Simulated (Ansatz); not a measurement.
Geometry relaxation, with input and output: Ni3Ge (part 2 of 2)

Ni3Ge (4 atoms in the cell); DFT r2SCAN, scalar-relativistic, plane waves, PAW, no spin polarisation (Ansatz 0.2.0); cutoff 500 eV, 6×6×6 k-mesh, Gaussian smearing of 0.1 eV. The structure derives from a Materials Project entry. It belongs to a series of runs on one base structure; here: cure: more steps.

Geometry of the input (Å; fractional positions):
```
3.5303  0.0000  0.0000
0.0000  3.5303  0.0000
0.0000  0.0000  3.5303
Ni 0.4590  -0.0432  0.4304
Ni -0.0117  0.4660  0.4987
Ni 0.5158  0.4889  0.0029
Ge 0.0068  -0.0026  -0.0149
```

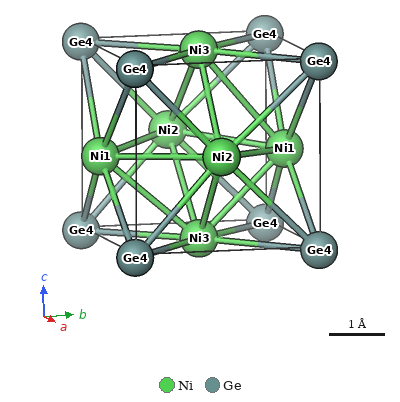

Figure 1. The geometry at step 2 of the log (ball-and-stick view of the cell of the calculation, seen slightly off an axis; atoms are numbered from 1 in the order of the input).

## Log, continued
```
relax step   3: F+E_penalty+E_count = -21839.75769138 eV  Δ(F+E_penalty+E_count) = -2.100e-1 eV  max|allowed force component| = 2.553e-2 eV/Å  Δτ_max = 0.1575 Å  P = +0.085 GPa  Ω = 44.079 Å³  energy of the carried Pulay correction = -8.919e-5 eV  (12 SCF iters, dr2 threshold 4.00e-7 eV, accepted)
Crystal: 4 atoms, lattice volume = 44.093 Å³
iter 1 solved again at ethr=2.76e-7 eV; its pass at ethr=3.10e-3 eV (dr2=1.87e-4 eV) is discarded
SCF iter   1: F=—  HF=-21839.757152 eV  |F-HF|=—  |Δ(HF+E_count)|=         —  Δρ=7.49e-4  dr2=1.84e-4  dr2_τ=1.06e-3  ethr=2.76e-7  ⟨swp⟩=2.8  Hψ=22120  notcnv=0
preconditioner: auto → Kerker (q_TF=auto, 2.933 Å⁻¹)  [metal: Δε(μ)=0.081 eV  Ē_g=13.744 eV  σ=0.100 eV  W_gap=0.43  n_scr=18 (ndim 8)  ℏωp=37.1 eV  f_vac=0.000  D(μ)=1.62/eV (n_scr^D=18)]
SCF iter   2: F=—  HF=-21839.758071 eV  |F-HF|=—  |Δ(HF+E_count)|=   9.19e-4  Δρ=7.46e-4  dr2=1.58e-4  dr2_τ=2.16e-6  ethr=2.71e-7  ⟨swp⟩=2.0  Hψ=8407  notcnv=0
SCF iter   3: F=—  HF=-21839.758086 eV  |F-HF|=—  |Δ(HF+E_count)|=   1.46e-5  Δρ=1.01e-3  dr2=3.48e-4  dr2_τ=1.41e-6  ethr=2.32e-7  ⟨swp⟩=2.0  Hψ=5977  notcnv=0
SCF iter   4: F=—  HF=-21839.758066 eV  |F-HF|=—  |Δ(HF+E_count)|=   1.99e-5  Δρ=1.40e-4  dr2=6.44e-6  dr2_τ=3.54e-7  ethr=2.32e-7  ⟨swp⟩=1.7  Hψ=4762  notcnv=0
SCF iter   5: F=—  HF=-21839.758066 eV  |F-HF|=—  |Δ(HF+E_count)|=   1.21e-7  Δρ=6.50e-5  dr2=1.38e-6  dr2_τ=2.15e-8  ethr=9.46e-9  ⟨swp⟩=2.1  Hψ=6719  notcnv=0
SCF iter   6: F=—  HF=-21839.758066 eV  |F-HF|=—  |Δ(HF+E_count)|=   1.46e-7  Δρ=4.62e-5  dr2=5.26e-7  dr2_τ=9.61e-9  ethr=2.03e-9  ⟨swp⟩=2.5  Hψ=8120  notcnv=0
SCF iter   7: F=—  HF=-21839.758066 eV  |F-HF|=—  |Δ(HF+E_count)|=   1.66e-7  Δρ=7.92e-5  dr2=2.10e-6  dr2_τ=8.01e-9  ethr=5.88e-10  ⟨swp⟩=6.4  Hψ=22786  notcnv=0  recentre
SCF iter   8: F=-21839.758066 eV  HF=-21839.758066 eV  |F-HF|=3.97e-8  |Δ(HF+E_count)|=   1.34e-7  Δρ=1.47e-5  dr2=6.78e-8  dr2_τ=6.33e-10  ethr=5.88e-10  ⟨swp⟩=3.6  Hψ=18621  notcnv=0
SCF 4 converged in 8 iterations: F = -21839.758066 eV  dr2 = 6.78e-8
  greatest PAW one-centre occupation: 1.001 electrons in one spin orbital (limit 2), on the Ni atom at site 1 (counted from 0), in its partial waves of l = 1
relax step   4: F+E_penalty+E_count = -21839.75806632 eV  Δ(F+E_penalty+E_count) = -3.749e-4 eV  max|allowed force component| = 7.961e-4 eV/Å  Δτ_max = 0.0034 Å  P = +0.014 GPa  Ω = 44.093 Å³  energy of the carried Pulay correction = -1.046e-4 eV  (8 SCF iters, dr2 threshold 4.00e-7 eV, accepted)
Initial wavefunctions: pseudopotential atomic-orbital guess (no wavefunctions were taken with the density)
iter 1 solved again at ethr=4.19e-8 eV; its pass at ethr=3.10e-3 eV (dr2=2.85e-5 eV) is discarded
SCF iter   1: F=—  HF=-21839.758137 eV  |F-HF|=—  |Δ(HF+E_count)|=         —  Δρ=1.56e-5  dr2=7.11e-8  dr2_τ=4.73e-9  ethr=4.19e-8  ⟨swp⟩=4.0  Hψ=30681  notcnv=0
preconditioner: auto → Kerker (q_TF=auto, 2.933 Å⁻¹)  [metal: Δε(μ)=0.082 eV  Ē_g=13.744 eV  σ=0.100 eV  W_gap=0.43  n_scr=18 (ndim 8)  ℏωp=37.1 eV  f_vac=0.000  D(μ)=1.62/eV (n_scr^D=18)]
SCF iter   2: F=—  HF=-21839.758137 eV  |F-HF|=—  |Δ(HF+E_count)|=   5.53e-8  Δρ=3.11e-5  dr2=3.07e-7  dr2_τ=1.68e-9  ethr=1.05e-10  ⟨swp⟩=2.3  Hψ=8632  notcnv=0
SCF iter   3: F=—  HF=-21839.758137 eV  |F-HF|=—  |Δ(HF+E_count)|=   9.39e-9  Δρ=2.17e-5  dr2=1.62e-7  dr2_τ=9.20e-10  ethr=1.05e-10  ⟨swp⟩=2.0  Hψ=6270  notcnv=0
SCF iter   4: F=—  HF=-21839.758137 eV  |F-HF|=—  |Δ(HF+E_count)|=   3.21e-9  Δρ=1.01e-5  dr2=3.22e-8  dr2_τ=3.16e-10  ethr=1.05e-10  ⟨swp⟩=2.0  Hψ=5335  notcnv=0
SCF iter   5: F=—  HF=-21839.758137 eV  |F-HF|=—  |Δ(HF+E_count)|=   2.98e-9  Δρ=3.16e-6  dr2=3.75e-9  dr2_τ=2.66e-11  ethr=4.73e-11  ⟨swp⟩=1.4  Hψ=4794  notcnv=0
SCF iter   6: F=—  HF=-21839.758137 eV  |F-HF|=—  |Δ(HF+E_count)|=  4.40e-10  Δρ=2.01e-6  dr2=1.30e-9  dr2_τ=8.73e-12  ethr=5.52e-12  ⟨swp⟩=2.1  Hψ=6248  notcnv=0
SCF iter   7: F=—  HF=-21839.758137 eV  |F-HF|=—  |Δ(HF+E_count)|=  5.09e-11  Δρ=2.64e-6  dr2=2.37e-9  dr2_τ=9.72e-12  ethr=1.91e-12  ⟨swp⟩=2.6  Hψ=6846  notcnv=0
SCF iter   8: F=—  HF=-21839.758137 eV  |F-HF|=—  |Δ(HF+E_count)|=  1.49e-10  Δρ=6.03e-7  dr2=1.24e-10  dr2_τ=1.40e-12  ethr=1.91e-12  ⟨swp⟩=2.0  Hψ=5275  notcnv=0
SCF iter   9: F=—  HF=-21839.758137 eV  |F-HF|=—  |Δ(HF+E_count)|=  1.09e-11  Δρ=3.63e-7  dr2=4.39e-11  dr2_τ=3.01e-13  ethr=1.00e-12  ⟨swp⟩=1.0  Hψ=4592  notcnv=0
SCF iter  10: F=-21839.758137 eV  HF=-21839.758137 eV  |F-HF|=0.00e0  |Δ(HF+E_count)|=  7.28e-12  Δρ=1.19e-7  dr2=5.08e-12  dr2_τ=2.79e-14  ethr=1.00e-12  ⟨swp⟩=4.7  Hψ=17387  notcnv=0
SCF 5 converged in 10 iterations: F = -21839.758137 eV  dr2 = 5.08e-12
relax step   5: F+E_penalty+E_count = -21839.75813700 eV  Δ(F+E_penalty+E_count) = -7.068e-5 eV  max|allowed force component| = 7.440e-4 eV/Å  Δτ_max = 0.0000 Å  P = +0.007 GPa  Ω = 44.093 Å³  stress off target by 2.35e-2 GPa  SCF on the basis re-selected at this cell (its energy is not comparable with the rows above)  (10 SCF iters)
basis re-selected at this cell: Δ(F+E_penalty+E_count) = -7.068e-5 eV, ΔP = -0.007 GPa vs the last step (what re-selecting the basis moved, of the pressure what is left beyond the Pulay correction that the steps carried, after the strain that the cell walked since its last selection, with what the two solves' SCF thresholds leave and, on support functions, any second-order correction that the steps lacked; it is no measure of the basis error at this ecutwfc). This SCF's stress stands 2.35e-2 GPa from its target on what of the cell is left free (relax.cell.stress_tol is 5.00e-2 GPa) and its largest allowed force component is 7.44e-4 eV/Å (relax.f_tol is 5.00e-3 eV/Å): within both
SCF converged after 10 iterations
Free energy (F): -21839.758137 eV
Harris-Foulkes:  -21839.758137 eV  (|F-HF|=0.00e0)
Internal energy: -21839.750028 eV  (E = F + TS)
E sigma→0 (E₀):  -21839.754083 eV
Entropy (-TS):   -0.008109 eV (-2.027 meV/atom)
Fermi energy:    18.489796 eV
--- Per-component energies (eV) ---
  E_band       = -920.772113
  E_kinetic    = 966.643173
  E_local      = -12208.580329  (includes V_loc(G=0)·N_el)
  E_nonlocal   = 2350.955139
  E_hartree    = 5194.073342
  E_xc         = -307.610088
  E_vxc        = -422.317620  (∫ρ·V_xc dr)
  E_paw        = -6976.669024  (= ΣΔE_a)
  E_vpaw       = -2025.737077  (= ΣTr[D̂ρ^β])
  E_aug_tail   = 0.000699  (compensation charges beyond the density's cutoff)
  E_vtau       = 30.117306  (kinetic-family band-sum trace: ∫τ·v_τ [+ j·A + Jᵃ·Aᵃ] dr)
  E_ewald      = -10856.576967
  E_core_change = -1.985972  (= ΣΔE_core)
  E_smearing   = -0.008109  (= −TS)
  E_closure    = -0.000000  (closes the sum)
  Σ components = -21839.758137   (vs F -21839.758137, Δ=0.00e0)
--- Forces (eV/Å), atoms counted from 1 ---
  atom   1  Ni     0.00010973    -0.00005406     0.00040098
  atom   2  Ni     0.00053859    -0.00006959     0.00006041
  atom   3  Ni     0.00009496    -0.00023190     0.00017185
  atom   4  Ge    -0.00074424     0.00035574    -0.00063321
  max |Σ_I F_I| component: 9.56e-7 eV/Å
--- Stress (GPa, compression-positive) ---
       -0.005370      -0.004752      -0.002125
       -0.004752       0.011196       0.009615
       -0.002125       0.009615       0.014699
  P = ⅓ Tr σ = 0.0068 GPa (0.068 kbar)
--- Band table (eV; the first three rows and the last of 112) ---
  k-point 0: bands = ["-88.2742", "-88.2408", "-88.2406", "-47.2725", "-47.2724", "-47.2724", "-47.2177", "-47.2176", "-47.2175", "-47.0654", "-47.0653", "-47.0652", "-6.9165", "-6.9164", "-6.9016", "-6.9016", "-6.9016", "5.3680", "13.3801", "14.5333", "14.5336", "14.9799", "14.9801", "14.9802", "16.9737", "16.9740", "16.9744", "17.3781", "17.3804", "17.3810", "17.7720", "17.7726", "18.1231", "18.5215", "18.5217", "18.5222", "22.7280", "25.6038", "25.6057", "29.5274", "29.5280"]
  k-point 1: bands = ["-88.2722", "-88.2426", "-88.2407", "-47.2677", "-47.2676", "-47.2660", "-47.2192", "-47.2191", "-47.2181", "-47.0726", "-47.0686", "-47.0684", "-6.9152", "-6.9094", "-6.9017", "-6.9017", "-6.9013", "5.6940", "13.2572", "14.0313", "14.7510", "14.9016", "14.9019", "15.0607", "16.4200", "16.4202", "16.7048", "16.8814", "17.6769", "17.6777", "17.7032", "17.7680", "17.9929", "18.5219", "19.1549", "19.1560", "23.3639", "25.5839", "26.8163", "28.5724", "28.5745"]
  k-point 2: bands = ["-88.2671", "-88.2477", "-88.2407", "-47.2561", "-47.2560", "-47.2514", "-47.2242", "-47.2241", "-47.2189", "-47.0893", "-47.0752", "-47.0751", "-6.9128", "-6.9019", "-6.9019", "-6.9006", "-6.8952", "6.5829", "11.5357", "14.2044", "14.6800", "14.6806", "15.2532", "15.2935", "16.2385", "16.2387", "16.4329", "16.6644", "17.3502", "17.3849", "17.3851", "17.5546", "17.8321", "18.5225", "20.8081", "20.8096", "23.5944", "25.5322", "26.1449", "26.1471", "26.7925"]
  k-point 111: bands = ["-88.2518", "-88.2517", "-88.2516", "-47.2951", "-47.2950", "-47.2950", "-47.2250", "-47.1662", "-47.1661", "-47.1660", "-47.0350", "-47.0349", "-6.9156", "-6.9155", "-6.9155", "-6.8745", "-6.8744", "9.1211", "14.2561", "14.2562", "14.2564", "14.4048", "14.4053", "14.4058", "16.2315", "16.2320", "16.2323", "17.0077", "17.0078", "17.0082", "17.2648", "17.2654", "17.8405", "18.2587", "18.2589", "18.2592", "19.2605", "22.8800", "22.8803", "22.8815", "36.7560"]
--- Relaxed structure (4 steps of the walk, 4 accepted, 1 SCFs on fresh bases) ---
  F+E_penalty+E_count = -21839.75813700 eV   max|allowed force component| = 7.440e-4 eV/Å   (the final SCF, on the basis selected at the relaxed cell)
  cell:  # Å, volume = 44.0934 Å³
    - [3.5331415268954873, 6.960773607813699e-5, 3.115008180298515e-5]
    - [6.960773607813699e-5, 3.5327379220677866, -0.000140745408646426]
    - [3.115008180298515e-5, -0.000140745408646426, 3.5326524309752583]
  atoms:
    - { symbol: Ni, position: [0.4924562992902327, -0.0227259878300564, 0.4792782717216477] }
    - { symbol: Ni, position: [-0.007560472201292589, 0.47726871447914837, 0.47928958123915844] }
    - { symbol: Ni, position: [0.49245677151018274, 0.47727409808784654, -0.020722759718574943] }
    - { symbol: Ge, position: [-0.0075094808991227864, -0.02274418963693829, -0.02068808304223093] }
```

## Trajectory as extended XYZ (Å, eV, eV/Å), 5 frames, from step=1 to step=5
```
4
Lattice="3.5303 0.0000 0.0000 0.0000 3.5303 0.0000 0.0000 0.0000 3.5303" Properties=species:S:1:pos:R:3:forces:R:3 step=1 energy=-21839.33588 pressure_GPa=6.25
Ni    1.6203   -0.1526    1.5195    1.2036   0.8846   2.2818
Ni   -0.0413    1.6452    1.7607   -0.0461   0.2031   0.0327
Ni    1.8211    1.7259    0.0103   -0.4694  -0.7189  -1.5236
Ge    0.0238   -0.0093   -0.0527   -0.6881  -0.3687  -0.7909
4
Lattice="3.5305 -0.0036 -0.0119 -0.0036 3.5449 -0.0044 -0.0119 -0.0044 3.5210" Properties=species:S:1:pos:R:3:forces:R:3 step=2 energy=-21839.54770 pressure_GPa=3.07
Ni    1.6474   -0.1375    1.5599    0.8570   0.5556   1.5072
Ni   -0.0460    1.6577    1.7431   -0.0102   0.1892  -0.0901
Ni    1.7981    1.7183   -0.0285   -0.3991  -0.4142  -0.9464
Ge    0.0104   -0.0233   -0.0606   -0.4478  -0.3306  -0.4708
4
Lattice="3.5336 0.0014 0.0008 0.0014 3.5400 -0.0031 0.0008 -0.0031 3.5238" Properties=species:S:1:pos:R:3:forces:R:3 step=3 energy=-21839.75769 pressure_GPa=0.09
Ni    1.7412   -0.0813    1.6871   -0.0060   0.0053   0.0255
Ni   -0.0274    1.6876    1.6881    0.0124   0.0007  -0.0003
Ni    1.7393    1.6914   -0.0747    0.0121  -0.0126  -0.0046
Ge   -0.0241   -0.0810   -0.0707   -0.0185   0.0067  -0.0206
4
Lattice="3.5331 0.0001 0.0000 0.0001 3.5327 -0.0001 0.0000 -0.0001 3.5327" Properties=species:S:1:pos:R:3:forces:R:3 step=4 energy=-21839.75807 pressure_GPa=0.01
Ni    1.7399   -0.0803    1.6931    0.0001   0.0000   0.0006
Ni   -0.0267    1.6860    1.6931    0.0006  -0.0001   0.0001
Ni    1.7400    1.6861   -0.0733    0.0002  -0.0003   0.0001
Ge   -0.0265   -0.0803   -0.0731   -0.0007   0.0004  -0.0006
4
Lattice="3.5331 0.0001 0.0000 0.0001 3.5327 -0.0001 0.0000 -0.0001 3.5327" Properties=species:S:1:pos:R:3:forces:R:3 step=5 energy=-21839.75814 pressure_GPa=0.01
Ni    1.7399   -0.0803    1.6931    0.0001  -0.0001   0.0004
Ni   -0.0267    1.6860    1.6931    0.0005  -0.0001   0.0001
Ni    1.7400    1.6861   -0.0733    0.0001  -0.0002   0.0002
Ge   -0.0265   -0.0803   -0.0731   -0.0007   0.0004  -0.0006
```

## Summary

```json
{"quantity": "outcome", "value": "converged"}
{"quantity": "space group (tolerance 0.01 Å)", "value": "P1 (1) → Pm-3m (221)"}
{"quantity": "electrons treated", "value": "68"}
{"quantity": "free energy", "value": "−21839.7581 eV"}
{"quantity": "Fermi energy", "value": "18.490 eV"}
{"quantity": "gap on the k-point mesh", "value": "none (metallic)"}
{"quantity": "pressure", "value": "0.01 GPa"}
{"quantity": "final volume", "value": "44.09 Å³"}
{"quantity": "largest force (length of the vector) at the end", "value": "0.001 eV/Å"}
{"quantity": "final cell", "value": "a = 3.533 Å, b = 3.533 Å, c = 3.533 Å, α = 90.00°, β = 90.00°, γ = 90.00°"}
{"quantity": "hardware", "value": "1 thread of Intel Xeon (Granite Rapids), 192 GiB of memory available, shared host"}
{"quantity": "wall time", "value": "2.3 min"}
{"quantity": "peak memory", "value": "0.56 GiB"}
```

## Notes

The run has no spin polarisation, so a magnetic state may lie lower.
